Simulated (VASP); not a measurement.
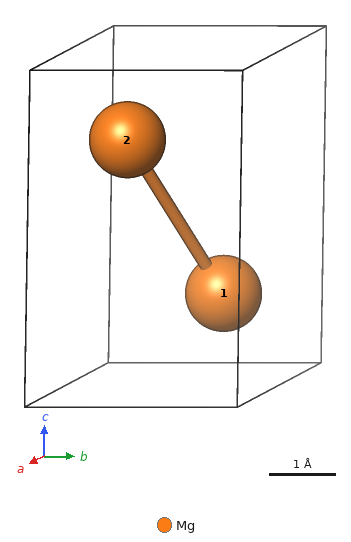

Figure 1. The structure (ball-and-stick view of the cell of the calculation, seen slightly off an axis; atoms are numbered from 1 in the order of the input). An atom can appear more than once, as a periodic image.

# Efg calculation of Mg

Mg (P-1, 2 atoms in the cell), computed with Kohn-Sham DFT of a periodic cell, PBE, VASP PAW PBE potentials, recommended, no spin polarisation (VASP 6.6.1).

The structure derives from an entry of the Crystallography Open Database. It belongs to a series of runs on one base structure; here: equal xy, yz and zx shear strains of -4 %, PAW files.

## OSZICAR
```
N       E                     dE             d eps       ncg     rms          rms(c)
DAV:   1    -0.289658932131E+00   -0.28966E+00   -0.12965E+03  9108   0.314E+02
DAV:   2    -0.297612004934E+01   -0.26865E+01   -0.25951E+01 12162   0.272E+01
DAV:   3    -0.301616643163E+01   -0.40046E-01   -0.39588E-01 11661   0.273E+00
DAV:   4    -0.301628300507E+01   -0.11657E-03   -0.11657E-03 11646   0.148E-01
DAV:   5    -0.301628357093E+01   -0.56585E-06   -0.56555E-06 11323   0.980E-03    0.956E-01
RMM:   6    -0.301017422122E+01    0.61093E-02   -0.56227E-04  9252   0.196E-01    0.612E-01
RMM:   7    -0.300269282354E+01    0.74814E-02   -0.23042E-03  9452   0.367E-01    0.332E-02
RMM:   8    -0.300271159984E+01   -0.18776E-04   -0.89923E-05  9961   0.718E-02    0.813E-03
RMM:   9    -0.300271125356E+01    0.34628E-06   -0.80958E-06 10422   0.186E-02    0.117E-03
RMM:  10    -0.300271130980E+01   -0.56236E-07   -0.11394E-06 10579   0.634E-03    0.642E-04
RMM:  11    -0.300271126346E+01    0.46339E-07   -0.16045E-07 10672   0.269E-03    0.297E-04
RMM:  12    -0.300271116709E+01    0.96374E-07   -0.26034E-08 10633   0.948E-04    0.167E-04
RMM:  13    -0.300271115983E+01    0.72567E-08   -0.49819E-09  7922   0.464E-04
   1 F= -.30027112E+01 E0= -.29994256E+01  d E =-.657114E-02
```

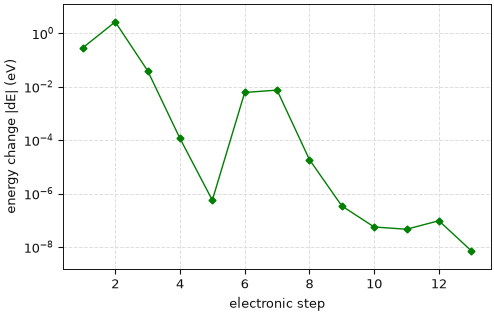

Figure 2. Convergence of the self-consistent field: energy change |dE| against the electronic step. It takes 13 electronic steps. The density is held fixed in the first few steps, and dE rises again when its update begins.

## Parts of OUTCAR
```
PREC = Accurate
   ENCUT = 520
   EDIFF = 1E-8
   ISMEAR = -1
   LREAL = False
   LASPH = True
   NELM = 100
   ISIF = 2
   GGA = PE

 ion  position               nearest neighbor table
   1  0.333  0.667  0.250-   2 3.10   2 3.14   2 3.19   2 3.24   2 3.26   2 3.26
   2  0.667  0.333  0.750-   1 3.10   1 3.14   1 3.19   1 3.24   1 3.26   1 3.26

  LATTYP: Found a triclinic cell.
 ALAT       =     7.7566749191
 B/A-ratio  =     1.0734418242
 C/A-ratio  =     1.4026274916
 COS(alpha) =     0.0015659571
 COS(beta)  =     0.6823370639
 COS(gamma) =     0.7291145355

  Lattice vectors:

 A1 = (   4.8625276853,   2.7872391289,  -5.3621943594)
 A2 = (   6.3073706381,   5.4302504884,  -0.2395432882)
 A3 = (   1.8686351797,  -2.6029901901, -10.3971665018)

Analysis of symmetry for initial positions (statically):
=====================================================================
 Subroutine PRICEL returns:
 Original cell was already a primitive cell.

 Routine SETGRP: Setting up the symmetry group for a
 triclinic supercell.

 Subroutine GETGRP returns: Found  2 space group operations
 (whereof  2 operations were pure point group operations)
 out of a pool of  2 trial point group operations.

The static configuration has the point symmetry S_2 .

Analysis of symmetry for dynamics (positions and initial velocities):
=====================================================================
 Subroutine PRICEL returns:
 Original cell was already a primitive cell.

 Routine SETGRP: Setting up the symmetry group for a
 triclinic supercell.

 Subroutine GETGRP returns: Found  2 space group operations
 (whereof  2 operations were pure point group operations)
 out of a pool of  2 trial point group operations.

The dynamic configuration has the point symmetry S_2 .

 Subroutine INISYM returns: Found  2 space group operations
 (whereof  2 operations are pure point group operations),
 and found     1 'primitive' translations

----------------------------------------------------------------------------------------

                                     Primitive cell

  volume of cell :      46.4174

  direct lattice vectors                    reciprocal lattice vectors
     3.209271532 -0.064185431 -0.064185431     0.315526208  0.186412023  0.010038765
    -1.660221980  2.811403390 -0.023493498     0.007348886  0.360095402  0.007348886
    -0.104206600 -0.104206600  5.210330000     0.003920066  0.003920066  0.192083226

  length of vectors
     3.210554984  3.265099997  5.212413715     0.366615612  0.360245348  0.192163210

  position of ions in fractional coordinates (direct lattice)
     0.333333333  0.666666667  0.250000000
     0.666666667  0.333333333  0.750000000

  ion indices of the primitive-cell ions
   primitive index   ion index
                 1           1
                 2           2

----------------------------------------------------------------------------------------

 KPOINTS: regular mesh

Automatic generation of k-mesh.
 Grid dimensions read from file:
 generate k-points for:   12   12    7

 Generating k-lattice:

  Cartesian coordinates                     Fractional coordinates (reciprocal lattice)
     0.026293851  0.015534335  0.000836564     0.083333333  0.000000000  0.000000000
     0.000612407  0.030007950  0.000612407     0.000000000  0.083333333  0.000000000
     0.000560009  0.000560009  0.027440461     0.000000000  0.000000000  0.142857143

  Length of vectors
     0.030551301  0.030020446  0.027451887

  Shift w.r.t. Gamma in fractional coordinates (k-lattice)
     0.000000000  0.000000000  0.000000000

 Subroutine IBZKPT returns following result:
 ===========================================

 Found    506 irreducible k-points:

 Following reciprocal coordinates:
            Coordinates               Weight
  0.000000  0.000000  0.000000      1.000000
  0.083333  0.000000  0.000000      2.000000
  0.166667  0.000000  0.000000      2.000000
  0.250000  0.000000  0.000000      2.000000
  0.333333  0.000000  0.000000      2.000000
  0.416667  0.000000  0.000000      2.000000
  0.500000  0.000000  0.000000      1.000000
  0.000000  0.083333  0.000000      2.000000
  0.083333  0.083333  0.000000      2.000000
  0.166667  0.083333  0.000000      2.000000
  0.250000  0.083333  0.000000      2.000000
  0.333333  0.083333 -0.000000      2.000000
  0.416667  0.083333  0.000000      2.000000
  0.500000  0.083333  0.000000      2.000000
 -0.416667  0.083333 -0.000000      2.000000
 -0.333333  0.083333 -0.000000      2.000000
 -0.250000  0.083333  0.000000      2.000000
 -0.166667  0.083333 -0.000000      2.000000
 -0.083333  0.083333 -0.000000      2.000000
 -0.000000  0.166667  0.000000      2.000000
  0.083333  0.166667  0.000000      2.000000
  0.166667  0.166667  0.000000      2.000000
  0.250000  0.166667  0.000000      2.000000
  0.333333  0.166667  0.000000      2.000000
 [... further k-points ...]
   k-points           NKPTS =    506   k-points in BZ     NKDIM =    506   number of bands    NBANDS=      9
   number of dos      NEDOS =    301   number of ions     NIONS =      2
   total plane-waves  NPLWV =  23040
   dimension x,y,z NGX =    24 NGY =   24 NGZ =   40
   dimension x,y,z NGXF=    48 NGYF=   48 NGZF=   80
   ions per type =               2
   NGX,Y,Z   is equivalent  to a cutoff of  12.43, 12.22, 12.76 a.u.
   NGXF,Y,Z  is equivalent  to a cutoff of  24.85, 24.44, 25.52 a.u.
 SYSTEM =  unknown system
   PREC   = accura    normal or accurate (medium, high low for compatibility)
   ISTART =      0    job   : 0-new  1-cont  2-samecut
   ICHARG =      2    charge: 1-file 2-atom 10-const
   ISPIN  =      1    spin polarized calculation?
   LNONCOLLINEAR =      F non collinear calculations
   LSORBIT =      F    spin-orbit coupling
   LASPH  =      T    aspherical Exc in radial PAW
   ENCUT  =  520.0 eV  38.22 Ry    6.18 a.u.   5.97  6.07  9.69*2*pi/ulx,y,z
   NELM   =    100;   NELMIN=  2; NELMDL= -5     # of ELM steps
   EDIFF  = 0.1E-07   stopping-criterion for ELM
   LREAL  =      F    real-space projection
   EDIFFG = 0.1E-06   stopping-criterion for IOM
   NSW    =      0    number of steps for IOM
   IBRION =     -1    ionic relax: 0-MD 1-quasi-New 2-CG
   NFREE  =      0    steps in history (QN), initial steepest desc. (CG)
   ISIF   =      2    stress and relaxation
   ISYM   =      2    0-nonsym 1-usesym 2-fastsym
   POTIM  = 0.5000    time-step for ionic-motion
   TEBEG  =    0.0;   TEEND  =   0.0 temperature during run
   PSTRESS=    0.0 pullay stress
   NELECT =       4.0000    total number of electrons
   NUPDOWN=      -1.0000    fix difference up-down
   EMIN   =  10.00;   EMAX   =-10.00  energy-range for DOS
   EFERMI =   0.00;   METHOD = LEGACY
   ISMEAR =    -1;   SIGMA  =   0.05  broadening in eV -4-tet -1-fermi 0-gaus
   EFERMI_NEDOS =   21; number of points for ismear=-14 and -15
   IALGO  =     68    algorithm
   IMIX   =      4    mixing-type and parameters
     AMIX     =   0.40;   BMIX     =  1.00
     AMIX_MAG =   1.60;   BMIX_MAG =  1.00
  volume/ion in A,a.u.               =      23.21       156.62
  Fermi-wavevector in a.u.,A,eV,Ry     =   0.723105  1.366470  7.114226  0.522881
  Thomas-Fermi vector in A             =   1.813237
   LORBIT       =      0    0 simple, 1 ext, 2 COOP (PROOUT), +10 PAW based schemes
   GGA     = PE    functional components
   LHFCALC =     F    Hartree Fock is set to
   AEXX    =    0.0000 exact exchange contribution
   IVDW    =     0    specifies the selected vdW correction
   LEPSILON=     F    determine dielectric tensor
   LRPA    =     F    only Hartree local field effects (RPA)
 non-spin polarized calculation
 RMM-DIIS sequential band-by-band and
  energy-cutoff  :      520.00
  volume of cell :       46.42
 maximum number of plane-waves:      1269
   NGX = 11   NGY = 13   NGZ = 19

 number of electron       4.0000000 magnetization

 Free energy of the ion-electron system (eV)
  ---------------------------------------------------
  ext. energy  EPLUGINS =         0.00000000
  ---------------------------------------------------
  free energy    TOTEN  =        -3.00271116 eV

  energy without entropy =       -2.99614002  energy(sigma->0) =       -2.99942559

 E-fermi :   2.5325     XC(G=0):  -8.4570     alpha+bet : -7.3673

 val. band max:        2.5273847844   @ k =   0.4167   0.2500   0.1429
 cond. band min:       2.5340660790   @ k =  -0.4167  -0.1667   0.4286
 fundamental gap:      0.0066812947
 Fermi energy:         2.5325459446

 k-point     1 :       0.0000    0.0000    0.0000
  band No.  band energies     occupation
      1      -4.3082      2.00000
      2       0.9164      2.00000
      3       1.3461      2.00000
      4      12.9978      0.00000
      5      13.1038      0.00000
      6      13.8325      0.00000
      7      13.8919      0.00000
      8      14.5312      0.00000
      9      15.9466      0.00000

 k-point     2 :       0.0833    0.0000    0.0000
  band No.  band energies     occupation
      1      -4.1675      2.00000
      2       1.0266      2.00000
      3       1.5013      2.00000
      4      11.6885      0.00000
      5      11.8302      0.00000
      6      12.9140      0.00000
      7      14.5836      0.00000
      8      15.1000      0.00000
      9      16.2149      0.00000

 k-point     3 :       0.1667    0.0000    0.0000
  band No.  band energies     occupation
      1      -3.7464      2.00000
      2       1.3677      2.00000
      3       1.9515      1.99998
      4       9.1414      0.00000
      5      10.7419      0.00000
      6      11.6751      0.00000
      7      13.2756      0.00000
      8      15.0221      0.00000
      9      15.1620      0.00000

 k-point     4 :       0.2500    0.0000    0.0000
  band No.  band energies     occupation
      1      -3.0487      2.00000
      2       1.9533      1.99998
      3       2.6591      0.14744
      4       6.7441      0.00000
      5       9.9117      0.00000
      6      10.3655      0.00000
      7      11.2240      0.00000
      8      13.0645      0.00000
      9      14.3836      0.00000

 k-point     5 :       0.3333    0.0000    0.0000
  band No.  band energies     occupation
      1      -2.0806      2.00000
      2       2.7736      0.01597
      3       3.4349      0.00000
      4       4.7700      0.00000
      5       8.6382      0.00000
      6       9.3348      0.00000
      7       9.6490      0.00000
      8      11.5051      0.00000
      9      13.7775      0.00000

 [... the levels of 18 k-points are left out ...]

 k-point    24 :       0.3333    0.1667    0.0000
  band No.  band energies     occupation
      1      -0.4268      2.00000
      2       2.5948      0.44720
      3       4.2686      0.00000
      4       4.9348      0.00000
      5       5.9848      0.00000
      6       7.3295      0.00000
      7       8.8495      0.00000
      8      10.1629      0.00000
      9      11.2406      0.00000

 [... further k-points ...]

------------------------ aborting loop because EDIFF is reached ----------------------------------------

  FORCE on cell =-STRESS in cart. coord.  units (eV):
  Direction    XX          YY          ZZ          XY          YZ          ZX
  --------------------------------------------------------------------------------------
  -------------------------------------------------------------------------------------
  Total       -0.0505388     -0.0847781     -0.2269962      0.2253005      0.1831736      0.2084749
  in kB       -1.7444380     -2.9262677     -7.8351752      7.7766472      6.3225603      7.1958801
  external PRESSURE =      -4.1686269 kB  Pullay stress =       0.0000000 kB

 VOLUME and BASIS-vectors are now :
 -----------------------------------------------------------------------------
  energy-cutoff  :      520.00
  volume of cell :       46.42
      direct lattice vectors                 reciprocal lattice vectors
     3.209271532 -0.064185431 -0.064185431     0.315526208  0.186412023  0.010038765
    -1.660221980  2.811403390 -0.023493498     0.007348886  0.360095402  0.007348886
    -0.104206600 -0.104206600  5.210330000     0.003920066  0.003920066  0.192083226

 POSITION                                       TOTAL-FORCE (eV/Angst)
 -----------------------------------------------------------------------------------
     -0.06311      1.82682      1.26553         0.046955      0.002515      0.010959
      1.50795      0.81619      3.85713        -0.046955     -0.002515     -0.010959
 -----------------------------------------------------------------------------------
    total drift:                                0.000000     -0.000000     -0.000000

  FREE ENERGIE OF THE ION-ELECTRON SYSTEM (eV)
  ---------------------------------------------------
  free  energy   TOTEN  =        -3.0027111598 eV

  energy  without entropy=       -2.9961400201  energy(sigma->0) =       -2.99942559

 Electric field gradients (V/A^2)
---------------------------------------------------------------------
 ion       V_xx      V_yy      V_zz      V_xy      V_xz      V_yz
---------------------------------------------------------------------
   1      -0.272    -0.291     0.563    -0.976    -0.749    -0.615
   2      -0.272    -0.291     0.563    -0.976    -0.749    -0.615
---------------------------------------------------------------------

 Electric field gradients after diagonalization (V/A^2)
 (convention: |V_zz| > |V_xx| > |V_yy|)
----------------------------------------------------------------------
 ion       V_xx      V_yy      V_zz     asymmetry (V_yy - V_xx)/ V_zz
----------------------------------------------------------------------
   1       1.005     0.668    -1.673       0.202
   2       1.005     0.668    -1.673       0.202
----------------------------------------------------------------------

           NMR quadrupolar parameters

 Cq : quadrupolar parameter    Cq=e*Q*V_zz/h
 eta: asymmetry parameters     (V_yy - V_xx)/ V_zz
 Q  : nuclear electric quadrupole moment in mb (millibarn)
----------------------------------------------------------------------
 ion       Cq(MHz)       eta       Q (mb)
----------------------------------------------------------------------
   1      -0.004       0.202       1.000
   2      -0.004       0.202       1.000
----------------------------------------------------------------------
```

## CONTCAR
```
Mg
   1.00000000000000
     3.2092715324999999   -0.0641854306000000   -0.0641854306000000
    -1.6602219797000000    2.8114033901000002   -0.0234934982000000
    -0.1042066000000000   -0.1042066000000000    5.2103299999999999
  Mg
     2
Direct
     0.3333333332999970    0.6666666667000030    0.2500000000000000
     0.6666666667000030    0.3333333332999970    0.7500000000000000

  0.00000000E+00  0.00000000E+00  0.00000000E+00
  0.00000000E+00  0.00000000E+00  0.00000000E+00
```

This output came from the following input.

## INCAR
```
PREC     = Accurate       # precision mode
ENCUT    = 520            # plane-wave cutoff, eV
EDIFF    = 1E-8           # SCF threshold, eV
ISMEAR   = -1             # smearing method
SIGMA    = 0.05           # smearing width, eV
LREAL    = False          # projectors in reciprocal space
LASPH    = True           # aspherical terms in the spheres
NELM     = 100            # most SCF steps
ALGO     = Fast           # electronic algorithm
ISIF     = 2              # what is computed and relaxed
LWAVE    = False          # write WAVECAR
LCHARG   = False          # write CHGCAR
GGA      = PE             # functional
LEFG     = True         
NBANDS   = 9              # bands
```

## KPOINTS
```
regular mesh
0
Gamma
  12 12 7
```

## POSCAR
```
Mg
1.0
    3.2092715325     -0.0641854306     -0.0641854306
   -1.6602219797      2.8114033901     -0.0234934982
   -0.1042066000     -0.1042066000      5.2103300000
Mg
2
Direct
    0.3333333333      0.6666666667      0.2500000000
    0.6666666667      0.3333333333      0.7500000000
```

Run as:
```bash
cat potpaw_PBE.64/Mg/POTCAR > POTCAR
mpirun -np 1 vasp_std > vasp.out
```

## Results in brief

| quantity | value |
| --- | --- |
| outcome | converged |
| space group (tolerance 0.01 Å) | P-1 (2) |
| electrons treated | 4 |
| free energy | −3.0027 eV |
| gap on the k-point mesh | none (metallic) |
| pressure | −0.42 GPa |
| largest force (length of the vector) | 0.048 eV/Å |
| hardware | 1 thread of AMD EPYC (Zen 3), 1656 GiB of memory available, shared host |
| wall time | 2.2 min |
| peak memory | 0.29 GiB |
